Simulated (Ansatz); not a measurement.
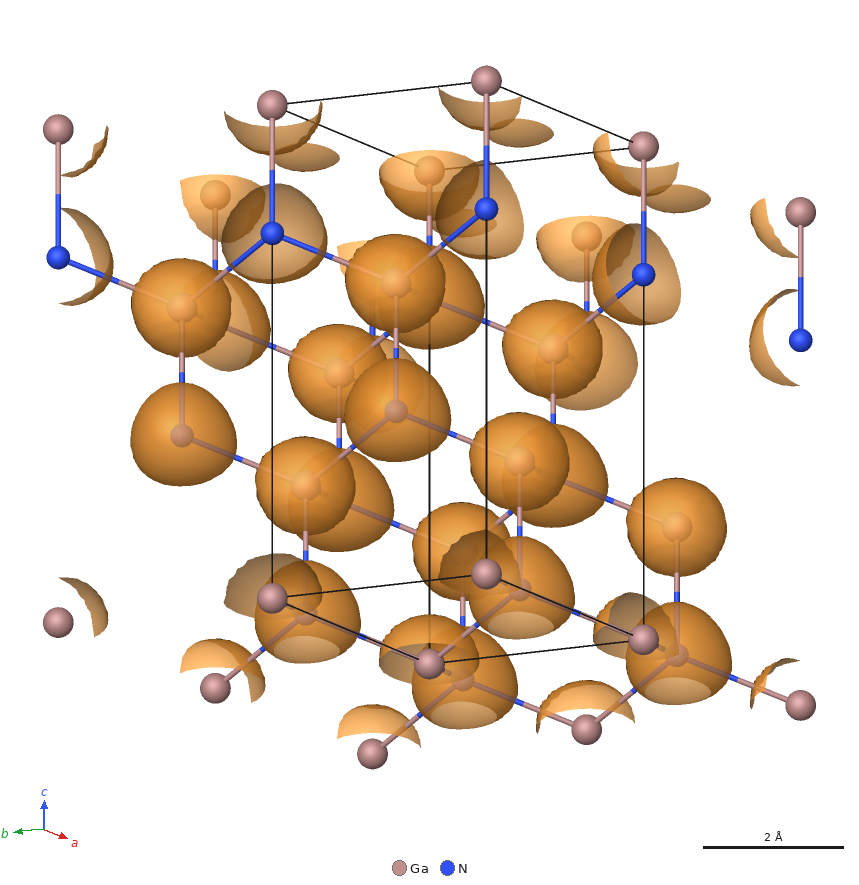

Figure. GaN. Isosurface of the valence charge density (pseudo) at 1 e/Å³ (orange), seen at an oblique angle. Sticks mark near contacts.

Space group R3m; a structure from a database of computed crystals, not necessarily the ambient phase; changed on purpose from its base cell (all N atoms moved -0.075 Å, as atom 2 towards its neighbour atom 1 (Ga) at 1.948 A); not relaxed (largest force 0.8 eV/Å).

These are results of Ansatz 0.2.0, DFT r2SCAN, scalar-relativistic, plane waves, PAW, not measurements.

Core electrons are frozen (PAW), and the valence fields are smoothed inside the atomic spheres.

Input file:

```
crystal:
  lattice:
    - [0.0, 2.2489367673, 2.2489367673]
    - [2.2489367673, 0.0, 2.2489367673]
    - [2.2489367673, 2.2489367673, 0.0]
  atoms:
    - { symbol: Ga, position: [0.0, 0.0, 0.0] }
    - { symbol: "N", position: [0.7788811612, 0.7403729463, 0.7403729463] }
basis:
  ecutwfc: 500
kpoints:
  mp_grid: { grid: [10, 10, 10] }
hamiltonian:
  xc: r2scan
scf:
  occupations: { method: gaussian, width: 0.05 }
output:
  forces: true
  stress: true
  eigenvalues: true
  write_density: true
  write_potential: true
  elf: true
  volumetric_format: npy
```

Command:

```sh
ansatz run input.yaml --threads 1 --pin off --max-ram 2560MiB --backend cpu --events-out ev --progress --plain --runs-dir out
```

Below, planes, directions and counts refer to the conventional cell (a = 3.18 Å, b = 3.18 Å, c = 7.79 Å, α = 90.00°, β = 90.00°, γ = 120.00°).

Q: How is the density connected at this value?

A: At this value the density breaks into separate islands; it holds about 70 % of the electrons treated as valence (semicore included). It bridges none of the near contacts. It is pinched off along the sampled Ga–N (1.92 Å) and Ga–N (2.02 Å) contacts. On the grid the lowest density along these lines, outside the cores, is 0.76 e/Å³ (Ga–N, 1.92 Å) and 0.62 e/Å³ (Ga–N, 2.02 Å).

Q: Does the calculation make it a metal, or give it a gap?

A: It is gapped, with a Kohn–Sham gap of 2.0 eV on the k-point mesh (the band edges may lie off the mesh, which would make the gap smaller).
